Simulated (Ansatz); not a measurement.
System: Sb$_{2}$Se$_{3}$.

Input

```
crystal:
  lattice:
    - [12.0226055422, 0.0, 0.0]
    - [0.0, 3.9891681306, 0.0]
    - [0.0, 0.0, 11.5866093665]
  atoms:
    - { symbol: Sb, position: [0.1447683128, 0.75, 0.0386268024] }
    - { symbol: Sb, position: [0.8552316872, 0.25, 0.9613731976] }
    - { symbol: Sb, position: [0.3552316872, 0.25, 0.5386268024] }
    - { symbol: Sb, position: [0.6447683128, 0.75, 0.4613731976] }
    - { symbol: Sb, position: [0.0301011303, 0.25, 0.329151006] }
    - { symbol: Sb, position: [0.9698988697, 0.75, 0.670848994] }
    - { symbol: Sb, position: [0.4698988697, 0.75, 0.829151006] }
    - { symbol: Sb, position: [0.5301011303, 0.25, 0.170848994] }
    - { symbol: Se, position: [0.9471149291, 0.75, 0.1290006156] }
    - { symbol: Se, position: [0.0528850709, 0.25, 0.8709993844] }
    - { symbol: Se, position: [0.5528850709, 0.25, 0.6290006156] }
    - { symbol: Se, position: [0.4471149291, 0.75, 0.3709993844] }
    - { symbol: Se, position: [0.2103638172, 0.25, 0.1942314213] }
    - { symbol: Se, position: [0.7896361828, 0.75, 0.8057685787] }
    - { symbol: Se, position: [0.2896361828, 0.75, 0.6942314213] }
    - { symbol: Se, position: [0.7103638172, 0.25, 0.3057685787] }
    - { symbol: Se, position: [0.6278712464, 0.75, 0.0540609194] }
    - { symbol: Se, position: [0.3721287536, 0.25, 0.9459390806] }
    - { symbol: Se, position: [0.8721287536, 0.25, 0.5540609194] }
    - { symbol: Se, position: [0.1278712464, 0.75, 0.4459390806] }
kpoints:
  mp_grid: { grid: [2, 6, 2] }
  band_path:
    path:
      - [[0.0, 0.0, 0.0], [0.5, 0.0, 0.0], [0.5, 0.5, 0.0], [0.0, 0.5, 0.0], [0.0, 0.0, 0.0], [0.0, 0.0, 0.5], [0.5, 0.0, 0.5], [0.5, 0.5, 0.5], [0.0, 0.5, 0.5], [0.0, 0.0, 0.5]]
      - [[0.5, 0.0, 0.0], [0.5, 0.0, 0.5]]
      - [[0.0, 0.5, 0.0], [0.0, 0.5, 0.5]]
      - [[0.5, 0.5, 0.0], [0.5, 0.5, 0.5]]
    npoints: 10
hamiltonian:
  xc: pbe
scf:
  occupations: { method: fermi_dirac, width: 0.02 }
  n_extra_bands: 9
output:
  forces: true
  stress: true
  eigenvalues: true
  write_density: true
  write_potential: true
  elf: true
  volumetric_format: npy
```

Below, planes, directions and counts refer to the conventional cell (a = 12.02 Å, b = 3.99 Å, c = 11.59 Å, α = 90.00°, β = 90.00°, γ = 90.00°).

Space group Pnma; a structure from a database of computed crystals, not necessarily the ambient phase; started from the database structure prototype, which need not be the ambient phase; computed pressure about 2 GPa in this cell.

These are results of DFT, PBE, plane waves, PAW in Ansatz 0.2.0, not measurements.

Q: What will maps of the valence pseudo-density and electron localisation function show?

A: Sb–Se (2.60 Å): ρ is about 0.5 e/Å³ halfway; the ELF is about 0.65 at the midpoint.
Sb–Se (2.67 Å): ρ at the midpoint is about 0.44 e/Å³; the ELF is about 0.65 at the midpoint.

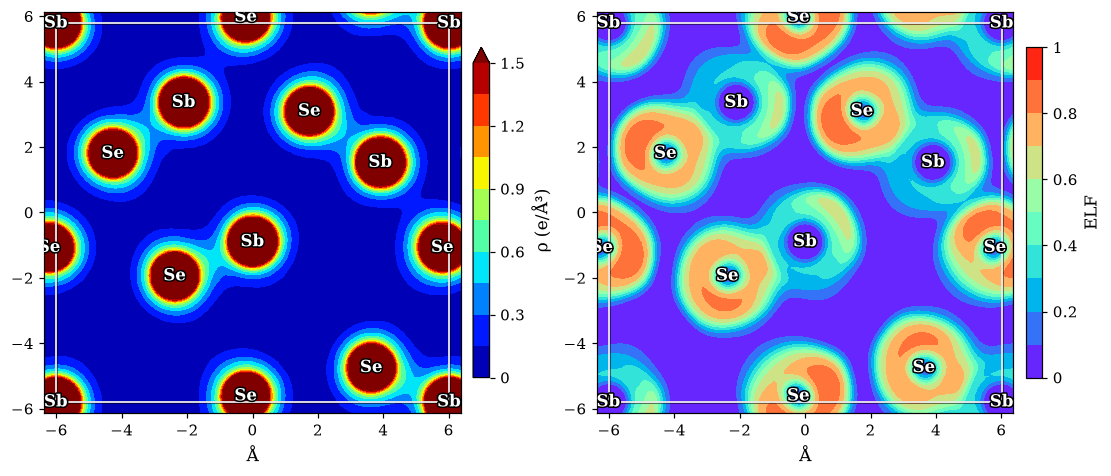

Computed valence pseudo-density and electron localisation function on the (010) plane of the conventional cell, in this order. 

In a PAW calculation such maps are meaningful between the atoms, not at the nuclei.
